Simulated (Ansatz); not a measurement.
# Run report: MoS2, geometry relaxation (part 2 of 2)

MoS2 (slab, 6 atoms in the cell); DFT PBE+D3(BJ), scalar-relativistic, plane waves, PAW, no spin polarisation (Ansatz 0.2.0); cutoff 420 eV, 12×12×1 k-mesh, Gaussian smearing of 0.02 eV. The structure derives from an entry of the Crystallography Open Database.

Geometry of the input (Å; fractional positions):
```
3.1492  0.0000  0.0000
-1.5746  2.7273  0.0000
0.0000  0.0000  44.3529
S  0.3333  0.6667  0.3966
Mo 0.6667  0.3333  0.4319
S  0.3333  0.6667  0.4672
S  0.6667  0.3333  0.5328
Mo 0.3333  0.6667  0.5681
S  0.6667  0.3333  0.6034
```

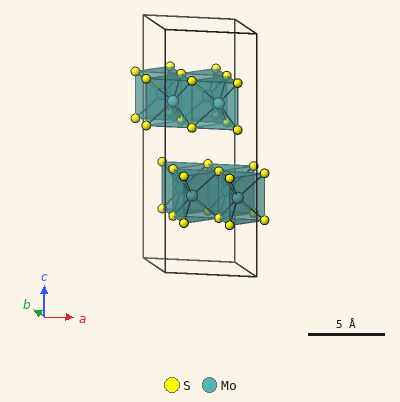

Figure 1. The geometry at step 2 of the log (polyhedral view of the 2 × 2 repeat of the cell, with the vacuum cut short, seen slightly off an axis; polyhedra are completed across the faces of the cell).

### What the program printed, continued
```
SCF iter   1: F=—  HF=-13527.799787 eV  |F-HF|=—  |Δ(HF+E_count)|=         —  Δρ=2.81e-4  dr2=2.35e-4  ethr=4.48e-7  ⟨swp⟩=3.8  Hψ=4198  notcnv=0
preconditioner: auto → Resta (q_TF=auto, 1.957 Å⁻¹)  ε∞=3.1  [insulator: Δε(μ)=1.208 eV  Ē_g=7.792 eV  σ=0.020 eV  W_gap=1.00  n_scr=26 (ndim 8)  ℏωp=11.4 eV  f_vac=0.710  D(μ)=0.00/eV (n_scr^D=0)  ε∞_Penn≈3.1  vacuum switching on, ρ_ref=4.4e-3 e/Å³]
SCF iter   2: F=—  HF=-13527.799754 eV  |F-HF|=—  |Δ(HF+E_count)|=   3.29e-5  Δρ=1.37e-4  dr2=1.06e-4  ethr=4.48e-7  ⟨swp⟩=2.6  Hψ=984  notcnv=0
SCF iter   3: F=—  HF=-13527.799758 eV  |F-HF|=—  |Δ(HF+E_count)|=   3.90e-6  Δρ=1.02e-4  dr2=1.37e-4  ethr=2.04e-7  ⟨swp⟩=3.3  Hψ=1234  notcnv=0
SCF iter   4: F=—  HF=-13527.799747 eV  |F-HF|=—  |Δ(HF+E_count)|=   1.11e-5  Δρ=2.19e-5  dr2=1.42e-6  ethr=2.04e-7  ⟨swp⟩=2.5  Hψ=825  notcnv=0
SCF iter   5: F=—  HF=-13527.799577 eV  |F-HF|=—  |Δ(HF+E_count)|=   1.71e-4  Δρ=1.36e-5  dr2=1.37e-6  ethr=2.73e-9  ⟨swp⟩=3.5  Hψ=1494  notcnv=0
SCF iter   6: F=—  HF=-13527.799577 eV  |F-HF|=—  |Δ(HF+E_count)|=   1.18e-7  Δρ=6.96e-6  dr2=3.92e-7  ethr=2.64e-9  ⟨swp⟩=1.7  Hψ=692  notcnv=0
SCF iter   7: F=-13527.799577 eV  HF=-13527.799577 eV  |F-HF|=5.84e-9  |Δ(HF+E_count)|=   9.72e-9  Δρ=1.18e-6  dr2=1.05e-8  ethr=8.61e-11  ⟨swp⟩=15.4  Hψ=7191  notcnv=0
SCF 4 converged in 7 iterations: F = -13527.799577 eV  dr2 = 1.05e-8
relax step   4: F+E_penalty+E_count = -13527.79957659 eV  Δ(F+E_penalty+E_count) = -1.101e-4 eV  max|allowed force component| = 4.200e-4 eV/Å  Δτ_max = 0.0045 Å  P = -0.004 N/m  Ω = 381.557 Å³  energy of the carried Pulay correction = -1.987e-5 eV  fix = [c, alpha, beta]  reactions: c -0.000 N/m  (7 SCF iters, dr2 threshold 4.48e-8 eV, accepted)
Initial wavefunctions: pseudopotential atomic-orbital guess (no wavefunctions were taken with the density)
iter 1 solved again at ethr=7.65e-8 eV; its pass at ethr=3.10e-3 eV (dr2=3.98e-5 eV) is discarded
SCF iter   1: F=—  HF=-13527.799558 eV  |F-HF|=—  |Δ(HF+E_count)|=         —  Δρ=1.28e-5  dr2=2.44e-8  ethr=7.65e-8  ⟨swp⟩=6.6  Hψ=8162  notcnv=0
preconditioner: auto → Resta (q_TF=auto, 1.957 Å⁻¹)  ε∞=3.1  [insulator: Δε(μ)=1.209 eV  Ē_g=7.792 eV  σ=0.020 eV  W_gap=1.00  n_scr=26 (ndim 8)  ℏωp=11.4 eV  f_vac=0.710  D(μ)=0.00/eV (n_scr^D=0)  ε∞_Penn≈3.1  vacuum switching on, ρ_ref=4.4e-3 e/Å³]
SCF iter   2: F=—  HF=-13527.799517 eV  |F-HF|=—  |Δ(HF+E_count)|=   4.08e-5  Δρ=6.47e-6  dr2=1.31e-8  ethr=4.70e-11  ⟨swp⟩=5.1  Hψ=2232  notcnv=0
SCF iter   3: F=—  HF=-13527.799571 eV  |F-HF|=—  |Δ(HF+E_count)|=   5.37e-5  Δρ=2.86e-6  dr2=1.45e-8  ethr=2.52e-11  ⟨swp⟩=3.6  Hψ=1143  notcnv=0
SCF iter   4: F=—  HF=-13527.799594 eV  |F-HF|=—  |Δ(HF+E_count)|=   2.27e-5  Δρ=5.27e-7  dr2=5.12e-10  ethr=2.52e-11  ⟨swp⟩=2.9  Hψ=927  notcnv=0
SCF iter   5: F=—  HF=-13527.799596 eV  |F-HF|=—  |Δ(HF+E_count)|=   2.32e-6  Δρ=1.48e-7  dr2=9.74e-11  ethr=1.00e-12  ⟨swp⟩=4.2  Hψ=1480  notcnv=0
SCF iter   6: F=—  HF=-13527.799596 eV  |F-HF|=—  |Δ(HF+E_count)|=   6.76e-8  Δρ=8.33e-8  dr2=5.90e-11  ethr=1.00e-12  ⟨swp⟩=1.8  Hψ=722  notcnv=0
SCF iter   7: F=—  HF=-13527.799596 eV  |F-HF|=—  |Δ(HF+E_count)|=   8.62e-8  Δρ=4.64e-8  dr2=1.90e-11  ethr=1.00e-12  ⟨swp⟩=1.9  Hψ=787  notcnv=0
SCF iter   8: F=-13527.799596 eV  HF=-13527.799596 eV  |F-HF|=8.34e-9  |Δ(HF+E_count)|=   7.31e-9  Δρ=1.61e-8  dr2=1.80e-12  ethr=1.00e-12  ⟨swp⟩=10.4  Hψ=4552  notcnv=0
SCF 5 converged in 8 iterations: F = -13527.799596 eV  dr2 = 1.80e-12
relax step   5: F+E_penalty+E_count = -13527.79959624 eV  Δ(F+E_penalty+E_count) = -1.964e-5 eV  max|allowed force component| = 4.183e-4 eV/Å  Δτ_max = 0.0000 Å  P = -0.004 N/m  Ω = 381.557 Å³  fix = [c, alpha, beta]  reactions: c -0.000 N/m  stress off target by 3.72e-3 N/m on what of the cell is left free  SCF on the basis re-selected at this cell (its energy is not comparable with the rows above)  (8 SCF iters)
basis re-selected at this cell: Δ(F+E_penalty+E_count) = -1.964e-5 eV, ΔP = +0.000 N/m vs the last step (what re-selecting the basis moved, of the pressure what is left beyond the Pulay correction that the steps carried, after the strain that the cell walked since its last selection, with what the two solves' SCF thresholds leave and, on support functions, any second-order correction that the steps lacked; it is no measure of the basis error at this ecutwfc). This SCF's stress stands 3.72e-3 N/m from its target on what of the cell is left free (relax.cell.stress_2d_tol is 2.00e-2 N/m) and its largest allowed force component is 4.18e-4 eV/Å (relax.f_tol is 5.00e-3 eV/Å): within both
WARN: The input density's exchange-correlation potential varies sharply where the density is thin. Do not read a vacuum level from v_tot or v_xc, or from such a field of the output density. On a cell that repeats whose density bears no net charge and no dipole along the vacuum's axis use v_es (v_loc + v_h of the components); under efield.dipole_correction with no amplitude use v_es + v_field, which holds any external_charges[].barrier, or the levels of the report's work_function block, which leave it out; under a non-zero efield.amplitude the vacuum is tilted and has no level; on a cell that repeats and bears such a dipole with no correction it is tilted too, and efield.dipole_correction with no amplitude gives each side of its ramp a level where efield: is served; in a cell that repeats whose density bears a net charge (total_charge, or a fill off its count) it is curved and has none; of a slab under crystal.periodic whose density bears no net charge use v_es, which has a level on each side, short of where the two are joined; of another it falls or rises all the way out and has none; of a slab beside external_charges read slab_vacuum_level instead, which it has where they leave it neutral. The grid or the basis barely resolves most such structure, and the values can differ between equally converged runs; as a rule a tighter scf.convergence.dr2_threshold does not remove it. Where the density itself ripples (under the LDA too) a higher basis.ecutwfc lessens it. The files hold the spikes' plane waves up to the density's cutoff. Files: v_tot and the like, and their columns of v_z.tsv (output.write_potential); v_xc and the like, and their columns of v_comp_z.tsv (output.write_potential_components); where files of the output density stand in their place, no point of their own thin density is over the threshold below, and this is of outcome.potential() and, of a run that writes arrays (npy), the arrays of these names. Measured: with its Gaussian average of σ = 0.25 Å subtracted twice, the exchange-correlation potential is over 0.1 eV at 4 of the grid points where the equally averaged density (valence and model cores) is under 1e-3 e/Å³, and 0.112 eV at the most among them, at an averaged density of 3.1e-8 e/Å³. See output.write_potential in the manual, Limitations
SCF converged after 8 iterations
Free energy (F): -13527.799596 eV
Harris-Foulkes:  -13527.799596 eV  (|F-HF|=8.34e-9)
Internal energy: -13527.799596 eV  (E = F + TS)
E sigma→0 (E₀):  -13527.799596 eV
Fermi energy:    -4.818163 eV
--- Per-component energies (eV) ---
  E_band       = -1152.444301
  E_kinetic    = 1313.425115
  E_local      = -212439.830873  (includes V_loc(G=0)·N_el)
  E_nonlocal   = 398.410000
  E_hartree    = 105346.533979
  E_xc         = -757.549433
  E_vxc        = -810.730587  (∫ρ·V_xc dr)
  E_paw        = -8803.143037  (= ΣΔE_a)
  E_vpaw       = -306.785894  (= ΣTr[D̂ρ^β])
  E_aug_tail   = 0.000080  (compensation charges beyond the density's cutoff)
  E_ewald      = 101416.607297
  E_disp       = -2.252725  (pairwise vdW)
  E_smearing   = -0.000000  (= −TS)
  E_closure    = 0.000000  (closes the sum)
  Σ components = -13527.799596   (vs F -13527.799596, Δ=0.00e0)
--- Forces (eV/Å), atoms counted from 1 ---
  atom   1  S     -0.00000000     0.00000000    -0.00035258
  atom   2  Mo     0.00000000     0.00000000    -0.00037621
  atom   3  S     -0.00000000     0.00000000    -0.00041830
  atom   4  S      0.00000000    -0.00000000     0.00041830
  atom   5  Mo    -0.00000000    -0.00000000     0.00037621
  atom   6  S      0.00000000    -0.00000000     0.00035258
  max |Σ_I F_I| component: 1.04e-17 eV/Å
--- 2D stress c σ (N/m, compression-positive) ---
       -0.003722       0.000000       0.000000
        0.000000      -0.003722      -0.000000
        0.000000      -0.000000      -0.000000
  P = ½ c Tr σ = -0.0037 N/m
--- Band table (eV; the first three rows and the last of 19) ---
  k-point 0: bands = ["-66.7512", "-66.7512", "-40.9102", "-40.9101", "-40.6676", "-40.6676", "-40.6676", "-40.6676", "-20.2180", "-20.0420", "-18.9390", "-18.6735", "-11.9626", "-11.3583", "-8.5084", "-8.5084", "-8.4998", "-8.4998", "-8.3515", "-7.3919", "-7.3919", "-7.3624", "-7.3624", "-7.2060", "-6.1877", "-5.4221", "-3.1045", "-3.1045", "-3.0807", "-3.0807", "-2.8998", "-2.8998"]
  k-point 1: bands = ["-66.7483", "-66.7483", "-40.9046", "-40.9045", "-40.6959", "-40.6959", "-40.6740", "-40.6740", "-20.1111", "-19.9358", "-18.8900", "-18.6326", "-11.8430", "-11.2397", "-8.7486", "-8.7344", "-8.6217", "-8.3992", "-8.3869", "-7.9458", "-7.5628", "-7.5304", "-7.2351", "-6.8486", "-6.2020", "-5.5750", "-3.2224", "-3.2083", "-3.1300", "-3.0769", "-3.0521", "-2.9303"]
  k-point 2: bands = ["-66.7406", "-66.7406", "-40.8893", "-40.8893", "-40.7725", "-40.7725", "-40.6915", "-40.6915", "-19.8062", "-19.6342", "-18.7500", "-18.5168", "-11.5373", "-10.9505", "-9.3162", "-9.2669", "-9.1324", "-8.6491", "-8.0990", "-8.0725", "-7.9597", "-7.9254", "-7.2091", "-6.7950", "-6.3404", "-6.0673", "-3.6761", "-3.4500", "-3.3222", "-3.3089", "-3.1824", "-3.0626"]
  k-point 18: bands = ["-66.7032", "-66.7032", "-40.9761", "-40.9761", "-40.9297", "-40.9297", "-40.8160", "-40.8160", "-17.8819", "-17.8819", "-17.8340", "-17.8340", "-11.4848", "-11.3805", "-10.6380", "-10.6380", "-10.1403", "-9.9818", "-9.5559", "-9.5559", "-8.8691", "-8.8691", "-8.0697", "-8.0697", "-5.9826", "-5.8823", "-4.1398", "-4.1398", "-3.2116", "-2.6199", "-2.3291", "-2.3291"]
--- Relaxed structure (4 steps of the walk, 3 accepted, 1 SCFs on fresh bases) ---
  F+E_penalty+E_count = -13527.79959624 eV   max|allowed force component| = 4.183e-4 eV/Å   (the final SCF, on the basis selected at the relaxed cell)
  cell:  # Å, volume = 381.5566 Å³
    - [3.1517613621667397, 2.8891352681235135e-11, 3.186751659120035e-82]
    - [-1.5758806811083905, 2.729505406288198, -2.5129023614725228e-82]
    - [4.488217401652613e-81, -1.4954066162084893e-81, 44.3528702949]
  atoms:
    - { symbol: S, position: [0.3333333333333333, 0.6666666666666665, 0.39638164941497767] }
    - { symbol: Mo, position: [0.6666666666666665, 0.3333333333333332, 0.43172450022704373] }
    - { symbol: S, position: [0.3333333333333333, 0.6666666666666665, 0.46703193091028705] }
    - { symbol: S, position: [0.6666666666666665, 0.3333333333333332, 0.5329680690897127] }
    - { symbol: Mo, position: [0.3333333333333333, 0.6666666666666665, 0.568275499772956] }
    - { symbol: S, position: [0.6666666666666665, 0.3333333333333332, 0.6036183505850222] }
```

### Trajectory as extended XYZ (Å, eV, eV/Å), 5 frames, from step=1 to step=5
```
6
Lattice="3.1492 0.0000 0.0000 -1.5746 2.7273 0.0000 0.0000 0.0000 44.3529" Properties=species:S:1:pos:R:3:forces:R:3 step=1 energy=-13527.79927
S     0.0000    1.8182   17.5882    0.0000   0.0000  -0.0485
Mo    1.5746    0.9091   19.1540    0.0000   0.0000   0.0227
S     0.0000    1.8182   20.7197    0.0000   0.0000   0.0183
S     1.5746    0.9091   23.6331    0.0000   0.0000  -0.0183
Mo    0.0000    1.8182   25.1989    0.0000   0.0000  -0.0227
S     1.5746    0.9091   26.7647    0.0000   0.0000   0.0485
6
Lattice="3.1527 0.0000 0.0000 -1.5764 2.7304 0.0000 0.0000 0.0000 44.3529" Properties=species:S:1:pos:R:3:forces:R:3 step=2 energy=-13527.79920 accepted=F
S     0.0000    1.8202   17.5623    0.0000   0.0000   0.0002
Mo    1.5764    0.9101   19.1296    0.0000   0.0000  -0.0017
S     0.0000    1.8202   20.6950    0.0000   0.0000   0.0205
S     1.5764    0.9101   23.6579    0.0000   0.0000  -0.0205
Mo    0.0000    1.8202   25.2233    0.0000   0.0000   0.0017
S     1.5764    0.9101   26.7906    0.0000   0.0000  -0.0002
6
Lattice="3.1527 0.0000 0.0000 -1.5764 2.7304 0.0000 0.0000 0.0000 44.3529" Properties=species:S:1:pos:R:3:forces:R:3 step=3 energy=-13527.79947
S     0.0000    1.8202   17.5835    0.0000   0.0000   0.0268
Mo    1.5764    0.9101   19.1522    0.0000   0.0000  -0.0119
S     0.0000    1.8202   20.7187    0.0000   0.0000  -0.0210
S     1.5764    0.9101   23.6342    0.0000   0.0000   0.0210
Mo    0.0000    1.8202   25.2006    0.0000   0.0000   0.0119
S     1.5764    0.9101   26.7694    0.0000   0.0000  -0.0268
6
Lattice="3.1518 0.0000 0.0000 -1.5759 2.7295 0.0000 0.0000 0.0000 44.3529" Properties=species:S:1:pos:R:3:forces:R:3 step=4 energy=-13527.79958
S     0.0000    1.8197   17.5807    0.0000   0.0000  -0.0004
Mo    1.5759    0.9098   19.1482    0.0000   0.0000  -0.0004
S     0.0000    1.8197   20.7142    0.0000   0.0000  -0.0004
S     1.5759    0.9098   23.6387    0.0000   0.0000   0.0004
Mo    0.0000    1.8197   25.2047    0.0000   0.0000   0.0004
S     1.5759    0.9098   26.7722    0.0000   0.0000   0.0004
6
Lattice="3.1518 0.0000 0.0000 -1.5759 2.7295 0.0000 0.0000 0.0000 44.3529" Properties=species:S:1:pos:R:3:forces:R:3 step=5 energy=-13527.79960
S     0.0000    1.8197   17.5807    0.0000   0.0000  -0.0004
Mo    1.5759    0.9098   19.1482    0.0000   0.0000  -0.0004
S     0.0000    1.8197   20.7142    0.0000   0.0000  -0.0004
S     1.5759    0.9098   23.6387    0.0000   0.0000   0.0004
Mo    0.0000    1.8197   25.2047    0.0000   0.0000   0.0004
S     1.5759    0.9098   26.7722    0.0000   0.0000   0.0004
```

### Results in brief

```csv
quantity,value
outcome,converged
electrons treated,52
free energy,−13527.7996 eV
"work function, top face",4.82 eV
"work function, bottom face",4.82 eV
Fermi energy,−4.818 eV
gap on the k-point mesh,1.21 eV
final volume,381.56 Å³
work function (upper face),4.82 eV
largest force (length of the vector) at the end,under 0.001 eV/Å
hardware,"2 threads of Arm Neoverse V1, 24 GiB of memory available, shared host"
wall time,55 s (CPU time 1.8 min)
peak memory,0.69 GiB
```

### Notes

Warnings of the run: the exchange-correlation potential is rough where the density is thin.
